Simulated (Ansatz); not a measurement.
**SnO: geometry relaxation (part 1 of 2)**

The run: geometry relaxation of SnO (P4/nmm, 4 atoms in the cell). Method and program: DFT r2SCAN, scalar-relativistic, plane waves, PAW, no spin polarisation (Ansatz 0.2.0).

The structure derives from an entry of the Crystallography Open Database.

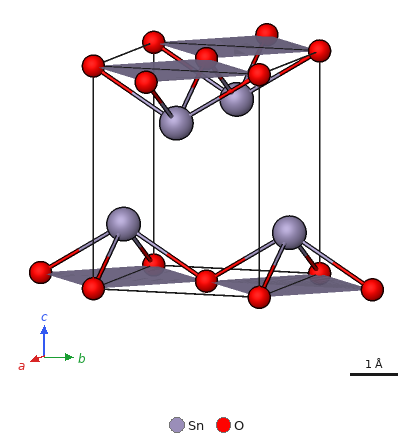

**Figure 1.** The structure as given in the input (polyhedral view of the cell of the calculation, seen slightly off an axis; polyhedra are completed across the faces of the cell).

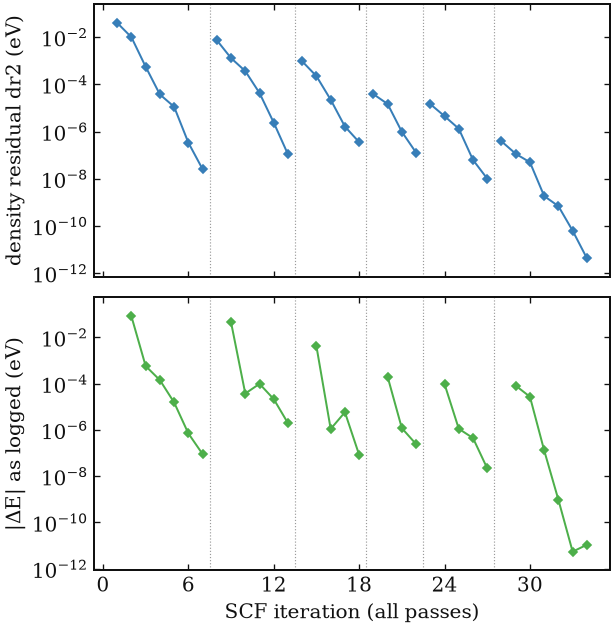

**Figure 2.** Convergence of the self-consistent field: density residual dr2 and size of the energy change against the SCF iteration. The dotted lines part the SCF passes of the relaxation: geometry steps, rejected trials and re-solves on a re-selected basis. The 6 passes take 4 to 7 iterations each, 34 in all.

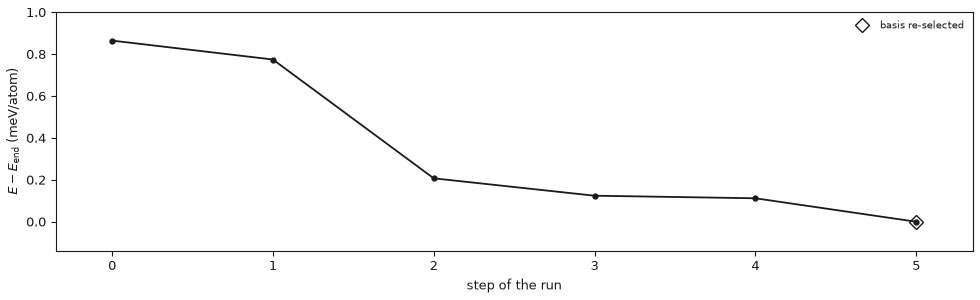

**Figure 3.** Progress of the relaxation, step by step (the first geometry is step 0 here and step 1 in the log).

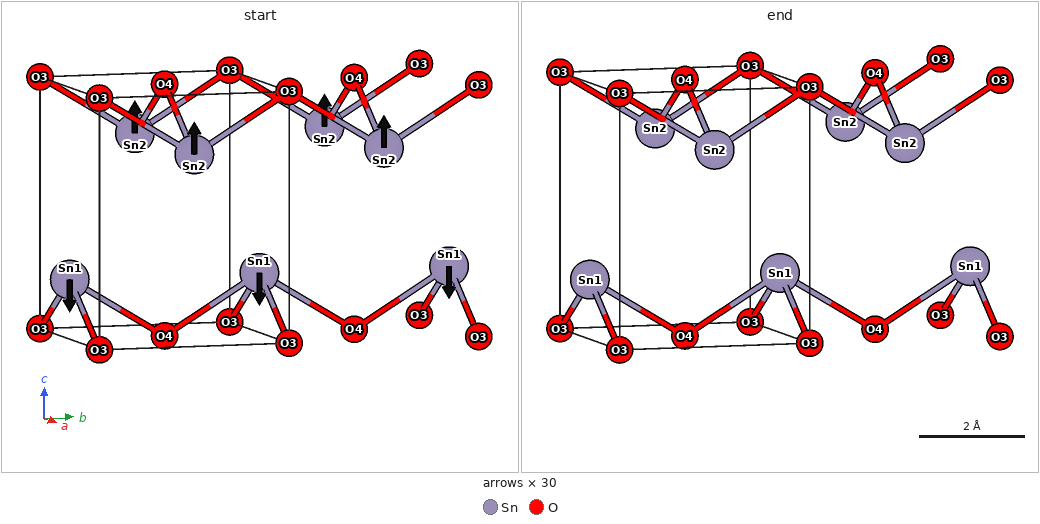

**Figure 4.** Before (left) and after (right) the relaxation, at one scale (ball-and-stick view of the cell of the calculation, repeated 1 × 2 × 1, seen slightly off an axis). The black arrows give the displacements (without the part carried along by the change of the cell), magnified 30 times. After 4 geometry steps the energy has fallen by 0.8 meV per atom. Largest force component: 0.0043 eV/Å at the start, 0.0029 eV/Å at the end. Pressure: 0.70 GPa at the start and −0.02 GPa at the end. The largest moves relative to the cell, 0.021 Å, are those of Sn1 and Sn2. O stays in place. The drawn cell changes as follows: a = b 3.799 → 3.809 Å (+0.3 %), c 4.841 → 4.931 Å (+1.9 %); the volume changes by +2.4 %. Among the contacts that change: Sn1–O3 2.219 → 2.223 Å. The space group stays P4/nmm (No. 129). A last SCF at the same geometry on a re-selected plane-wave basis shifts the energy by −0.1 meV per atom. (Atoms are counted from 1 in the order of the input.)

The input and output of the run follow.

**Input**
```yaml
crystal:
  lattice:
    - [3.7986, 0.0, 0.0]
    - [0.0, 3.7986, 0.0]
    - [0.0, 0.0, 4.8408]
  atoms:
    - { symbol: Sn, position: [0.5, 0.0, 0.2369] }
    - { symbol: Sn, position: [0.0, 0.5, 0.7631] }
    - { symbol: O, position: [0.0, 0.0, 0.0] }
    - { symbol: O, position: [0.5, 0.5, 0.0] }
basis:
  ecutwfc: 500
kpoints:
  mp_grid: { grid: [10, 10, 8] }
hamiltonian:
  xc: r2scan
scf:
  occupations: { method: gaussian, width: 0.01 }
output:
  forces: true
  stress: true
  eigenvalues: true
relax:
  adjacent_minimum: "off"
  f_tol: 0.005
  max_steps: 80
  cell: { stress_tol: 0.05 }
```

Run as:
```bash
ansatz run input.yaml --threads 1 --pin off --max-ram 2560MiB --backend cpu --events-out ev --progress --plain --runs-dir out
```

**Log**
```
Engine: ansatz 0.2.0, x86_64-unknown-linux-gnu
Pseudopotentials: kind: paw
Pseudopotential: Sn, paw, valence charge 14, recommended cutoff 500 eV (meta_gga), Sn.paw.azcp
Pseudopotential: O, paw, valence charge 6, recommended cutoff 500 eV (meta_gga), O.paw.azcp
Functional definition: r2SCAN
  parameter k0 = 0.174
  parameter k1 = 0.065
  parameter a1 = 4.9479
  exchange = r2scan_x(k0 = k0, k1 = k1, a1 = a1)
  correlation = r2scan_c
Crystal: 4 atoms, lattice volume = 69.850 Å³
Basis set: ecut = 500 eV, 1769 PW (Γ), exchange–correlation on 120×120×144 points (64 copies of the dense FFT grid, shifted against one another)
Bands: 24, of which v1, the nominal top of the filled ones, is band 20 counted from 1 (19 counted from 0)
Symmetry: 16 space group operations
Space group: P4/nmm (ITA 129), of the structure as read, at distance tolerance 4.1e-5 Å
k-points: 105 of 800
Non-local potential: Sn, projectors of the file, l = 0: 2, l = 1: 2, l = 2: 2, l = 3: 2
Non-local potential: O, projectors of the file, l = 0: 2, l = 1: 2, l = 2: 1
PAW form: soft (Blöchl's): semilocal exchange-correlation on the pseudo side does not see the compensation charge
PAW frozen core: Sn, regenerated for the run's functional (the file was generated under x = pbe(κ = 0.804, μ = 0.2195149727645171), c = pbe(β = 0.06672455060314922))
PAW frozen core: O, regenerated for the run's functional (the file was generated under x = pbe(κ = 0.804, μ = 0.2195149727645171), c = pbe(β = 0.06672455060314922))
PAW one-centre angular grid: Sn, 590 points (default); XC on 249 of its mesh's 2787 points in the sphere
PAW one-centre angular grid: O, 302 points (default); XC on 160 Gauss nodes
Initial density: superposition of atomic densities (neutral atoms: chi_scale 0, normalization atom), corrected by the library's trained network
Initial wavefunctions: pseudopotential atomic-orbital guess
Functional: x = r2scan, c = r2scan; τ floored in thin density (d = 2e-4 eV/Å³)
SCF iter   1: F=—  HF=-13214.606854 eV  |F-HF|=—  |Δ(HF+E_count)|=         —  Δρ=8.12e-3  dr2=4.02e-2  dr2_τ=1.16e-1  ethr=1.77e-3  ⟨swp⟩=6.2  Hψ=11775  notcnv=0
preconditioner: auto → Resta (q_TF=auto, 2.486 Å⁻¹)  ε∞=3.2  [insulator: Δε(μ)=0.157 eV  Ē_g=19.130 eV  σ=0.010 eV  W_gap=1.00  n_scr=18 (ndim 8)  ℏωp=28.1 eV  f_vac=0.019  D(μ)=0.00/eV (n_scr^D=0)  ε∞_Penn≈3.2]
SCF iter   2: F=—  HF=-13214.688067 eV  |F-HF|=—  |Δ(HF+E_count)|=   8.12e-2  Δρ=4.91e-3  dr2=9.90e-3  dr2_τ=7.65e-4  ethr=1.00e-4  ⟨swp⟩=2.7  Hψ=5005  notcnv=0
SCF iter   3: F=—  HF=-13214.688646 eV  |F-HF|=—  |Δ(HF+E_count)|=   5.78e-4  Δρ=1.01e-3  dr2=5.58e-4  dr2_τ=7.92e-5  ethr=2.47e-5  ⟨swp⟩=3.0  Hψ=4933  notcnv=0
SCF iter   4: F=—  HF=-13214.688788 eV  |F-HF|=—  |Δ(HF+E_count)|=   1.42e-4  Δρ=2.38e-4  dr2=3.72e-5  dr2_τ=2.74e-6  ethr=1.40e-6  ⟨swp⟩=2.2  Hψ=4095  notcnv=0
SCF iter   5: F=—  HF=-13214.688803 eV  |F-HF|=—  |Δ(HF+E_count)|=   1.54e-5  Δρ=1.24e-4  dr2=1.12e-5  dr2_τ=7.08e-7  ethr=9.29e-8  ⟨swp⟩=2.0  Hψ=3435  notcnv=0
SCF iter   6: F=—  HF=-13214.688802 eV  |F-HF|=—  |Δ(HF+E_count)|=   7.07e-7  Δρ=2.13e-5  dr2=3.39e-7  dr2_τ=1.60e-8  ethr=2.79e-8  ⟨swp⟩=2.0  Hψ=3371  notcnv=0
SCF iter   7: F=-13214.688802 eV  HF=-13214.688802 eV  |F-HF|=2.18e-8  |Δ(HF+E_count)|=   9.02e-8  Δρ=6.09e-6  dr2=2.55e-8  dr2_τ=9.63e-10  ethr=2.50e-10  ⟨swp⟩=6.2  Hψ=11550  notcnv=0
SCF 1 converged in 7 iterations: F = -13214.688802 eV  dr2 = 2.55e-8
  greatest PAW one-centre occupation: 0.994 electrons in one spin orbital (limit 2), on the Sn atom at site 1 (counted from 0), in its partial waves of l = 2
relax step   1: F+E_penalty+E_count = -13214.68880229 eV  Δ(F+E_penalty+E_count) = +0.000e0 eV  max|allowed force component| = 4.305e-3 eV/Å  Δτ_max = 0.0000 Å  P = +0.698 GPa  Ω = 69.850 Å³  (7 SCF iters, dr2 threshold 1.00e-7 eV, accepted)
Crystal: 4 atoms, lattice volume = 71.808 Å³
Basis set: ecut = 500 eV, 1801 PW (Γ), exchange–correlation on 120×120×144 points (64 copies of the dense FFT grid, shifted against one another)
Initial density: handed on by an earlier stage of this run
Initial wavefunctions: those handed on with the density
iter 1 solved again at ethr=1.83e-5 eV; its pass at ethr=3.10e-3 eV (dr2=7.31e-3 eV) is discarded
SCF iter   1: F=—  HF=-13214.644406 eV  |F-HF|=—  |Δ(HF+E_count)|=         —  Δρ=3.32e-3  dr2=7.40e-3  dr2_τ=3.17e-2  ethr=1.83e-5  ⟨swp⟩=2.1  Hψ=15757  notcnv=0
preconditioner: auto → Resta (q_TF=auto, 2.475 Å⁻¹)  ε∞=3.1  [insulator: Δε(μ)=0.501 eV  Ē_g=19.075 eV  σ=0.010 eV  W_gap=1.00  n_scr=18 (ndim 8)  ℏωp=27.7 eV  f_vac=0.023  D(μ)=0.00/eV (n_scr^D=0)  ε∞_Penn≈3.1]
SCF iter   2: F=—  HF=-13214.689004 eV  |F-HF|=—  |Δ(HF+E_count)|=   4.46e-2  Δρ=1.60e-3  dr2=1.29e-3  dr2_τ=9.92e-5  ethr=1.83e-5  ⟨swp⟩=3.0  Hψ=5507  notcnv=0
SCF iter   3: F=—  HF=-13214.689041 eV  |F-HF|=—  |Δ(HF+E_count)|=   3.73e-5  Δρ=8.72e-4  dr2=3.64e-4  dr2_τ=3.03e-5  ethr=3.22e-6  ⟨swp⟩=2.0  Hψ=3746  notcnv=0
SCF iter   4: F=—  HF=-13214.689139 eV  |F-HF|=—  |Δ(HF+E_count)|=   9.82e-5  Δρ=2.54e-4  dr2=4.29e-5  dr2_τ=5.74e-6  ethr=9.10e-7  ⟨swp⟩=2.0  Hψ=3798  notcnv=0
SCF iter   5: F=—  HF=-13214.689161 eV  |F-HF|=—  |Δ(HF+E_count)|=   2.14e-5  Δρ=5.81e-5  dr2=2.38e-6  dr2_τ=5.74e-8  ethr=1.07e-7  ⟨swp⟩=3.0  Hψ=4606  notcnv=0
SCF iter   6: F=-13214.689163 eV  HF=-13214.689163 eV  |F-HF|=6.86e-8  |Δ(HF+E_count)|=   1.95e-6  Δρ=1.53e-5  dr2=1.08e-7  dr2_τ=1.10e-8  ethr=1.00e-9  ⟨swp⟩=7.7  Hψ=12210  notcnv=0
SCF 2 converged in 6 iterations: F = -13214.689163 eV  dr2 = 1.08e-7
relax step   2: F+E_penalty+E_count = -13214.68916274 eV  Δ(F+E_penalty+E_count) = -3.604e-4 eV  max|allowed force component| = 1.835e-1 eV/Å  Δτ_max = 0.0315 Å  P = +0.204 GPa  Ω = 71.808 Å³  energy of the carried Pulay correction = -5.362e-4 eV  (6 SCF iters, dr2 threshold 4.00e-7 eV, accepted)
Crystal: 4 atoms, lattice volume = 71.465 Å³
iter 1 solved again at ethr=2.34e-6 eV; its pass at ethr=3.10e-3 eV (dr2=9.37e-4 eV) is discarded
SCF iter   1: F=—  HF=-13214.687351 eV  |F-HF|=—  |Δ(HF+E_count)|=         —  Δρ=1.52e-3  dr2=9.39e-4  dr2_τ=4.80e-3  ethr=2.34e-6  ⟨swp⟩=2.7  Hψ=14249  notcnv=0
preconditioner: auto → Resta (q_TF=auto, 2.477 Å⁻¹)  ε∞=3.1  [insulator: Δε(μ)=0.341 eV  Ē_g=19.033 eV  σ=0.010 eV  W_gap=1.00  n_scr=18 (ndim 8)  ℏωp=27.8 eV  f_vac=0.023  D(μ)=0.00/eV (n_scr^D=0)  ε∞_Penn≈3.1]
SCF iter   2: F=—  HF=-13214.691425 eV  |F-HF|=—  |Δ(HF+E_count)|=   4.07e-3  Δρ=7.36e-4  dr2=2.22e-4  dr2_τ=1.06e-5  ethr=2.34e-6  ⟨swp⟩=3.0  Hψ=5423  notcnv=0
SCF iter   3: F=—  HF=-13214.691426 eV  |F-HF|=—  |Δ(HF+E_count)|=   1.10e-6  Δρ=2.17e-4  dr2=2.23e-5  dr2_τ=1.88e-6  ethr=5.55e-7  ⟨swp⟩=2.6  Hψ=4547  notcnv=0
SCF iter   4: F=—  HF=-13214.691432 eV  |F-HF|=—  |Δ(HF+E_count)|=   5.81e-6  Δρ=4.64e-5  dr2=1.63e-6  dr2_τ=1.38e-7  ethr=5.58e-8  ⟨swp⟩=2.7  Hψ=4200  notcnv=0
SCF iter   5: F=-13214.691432 eV  HF=-13214.691432 eV  |F-HF|=1.25e-7  |Δ(HF+E_count)|=   8.35e-8  Δρ=2.72e-5  dr2=3.55e-7  dr2_τ=5.33e-8  ethr=1.00e-9  ⟨swp⟩=6.3  Hψ=10924  notcnv=0
SCF 3 converged in 5 iterations: F = -13214.691432 eV  dr2 = 3.55e-7
relax step   3: F+E_penalty+E_count = -13214.69143214 eV  Δ(F+E_penalty+E_count) = -2.269e-3 eV  max|allowed force component| = 3.474e-2 eV/Å  Δτ_max = 0.0143 Å  P = -0.266 GPa  Ω = 71.465 Å³  energy of the carried Pulay correction = -4.425e-4 eV  (5 SCF iters, dr2 threshold 4.00e-7 eV, accepted)
Crystal: 4 atoms, lattice volume = 71.455 Å³
iter 1 solved again at ethr=1.05e-7 eV; its pass at ethr=3.10e-3 eV (dr2=4.21e-5 eV) is discarded
SCF iter   1: F=—  HF=-13214.691564 eV  |F-HF|=—  |Δ(HF+E_count)|=         —  Δρ=2.74e-4  dr2=3.85e-5  dr2_τ=2.06e-4  ethr=1.05e-7  ⟨swp⟩=3.0  Hψ=15076  notcnv=0
preconditioner: auto → Resta (q_TF=auto, 2.477 Å⁻¹)  ε∞=3.1  [insulator: Δε(μ)=0.354 eV  Ē_g=19.052 eV  σ=0.010 eV  W_gap=1.00  n_scr=18 (ndim 8)  ℏωp=27.8 eV  f_vac=0.023  D(μ)=0.00/eV (n_scr^D=0)  ε∞_Penn≈3.1]
SCF iter   2: F=—  HF=-13214.691763 eV  |F-HF|=—  |Δ(HF+E_count)|=   1.99e-4  Δρ=1.52e-4  dr2=1.47e-5  dr2_τ=4.14e-7  ethr=9.63e-8  ⟨swp⟩=2.9  Hψ=5610  notcnv=0
SCF iter   3: F=—  HF=-13214.691764 eV  |F-HF|=—  |Δ(HF+E_count)|=   1.19e-6  Δρ=4.01e-5  dr2=9.75e-7  dr2_τ=1.30e-7  ethr=3.68e-8  ⟨swp⟩=3.0  Hψ=4627  notcnv=0
SCF iter   4: F=-13214.691764 eV  HF=-13214.691764 eV  |F-HF|=4.45e-8  |Δ(HF+E_count)|=   2.43e-7  Δρ=1.52e-5  dr2=1.28e-7  dr2_τ=4.54e-9  ethr=8.74e-10  ⟨swp⟩=6.1  Hψ=10566  notcnv=0
SCF 4 converged in 4 iterations: F = -13214.691764 eV  dr2 = 1.28e-7
```
